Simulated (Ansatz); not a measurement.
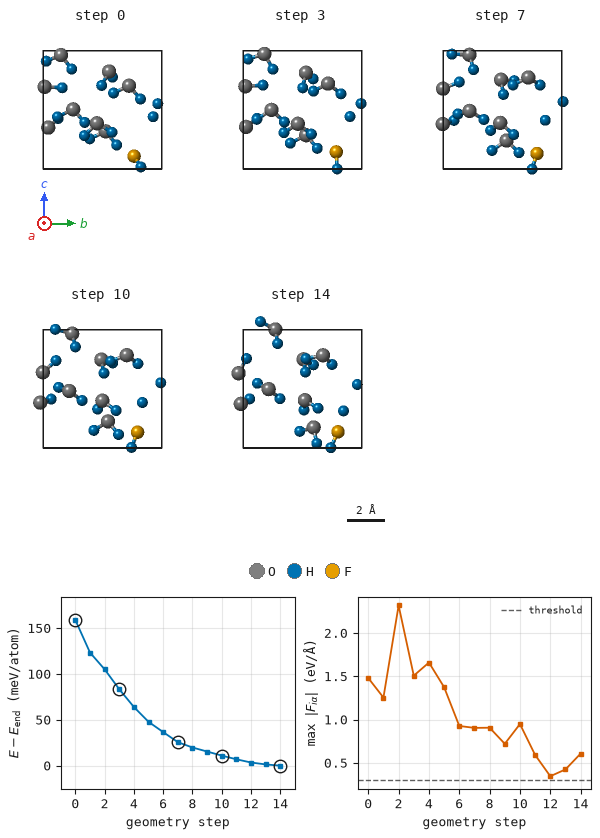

Frames of a relaxation of an amorphous cell of composition H17O8F, marked on the history of the run. Style: ball-and-stick. Shown: the cell of the calculation, along the a axis.

The cell holds 8 H2O + 1 HF. The run prepares the start of a later molecular dynamics calculation, from a guessed geometry.

These are results of DFT r2SCAN, scalar-relativistic, plane waves, PAW (Ansatz 0.2.0), not measurements. Set-up: plane-wave cutoff 500 eV; k-point mesh 1 × 1 × 1; occupations fermi dirac; smearing width 0.05 eV; no spin polarisation; atoms relaxed in a fixed cell; force threshold 0.3 eV/Å; at most 15 steps.

What happens along the run?

Answer. The relaxation stopped without meeting its thresholds, so the last structure isn't shown to be converged. It used up its limit of 15 steps. An H atom moves most: 1.37 Å roughly along [1 2 3]. By element the largest moves are H 1.37 Å, O 1.15 Å, F 0.45 Å. The cell doesn't change. Near-neighbour distances that change, for instance: F–H 0.934 → 0.981 Å, H–O 0.969 → 0.992 Å, H–O 0.969 → 0.964 Å. Among the angles between lasting bonds that change: H–O–H 104.0° → 108.0°, H–O–H 104.0° → 107.0°, H–O–H 104.0° → 101.4°. After 14 geometry steps the energy has fallen by 159 meV per atom. Largest force component: 1.5 eV/Å at the start, 0.61 eV/Å at the end. Cost: 4.7 min on 1 thread of Arm Neoverse N1, with other jobs on the host, peak memory 0.55 GiB. From step 0 to 3: an H atom moves most (0.45 Å), energy −75.5 meV per atom. From step 3 to 7: O and H atoms move most (0.64 Å), energy −57.7 meV per atom. From step 7 to 10: an H atom moves most (0.42 Å), energy −14.7 meV per atom. From step 10 to 14: an H atom moves most (0.72 Å), energy −11.0 meV per atom.

Limits of the set-up: the program's low-accuracy preset was used; the periodic images lie only 6.5 Å apart, so the values are limited by the cell's size.
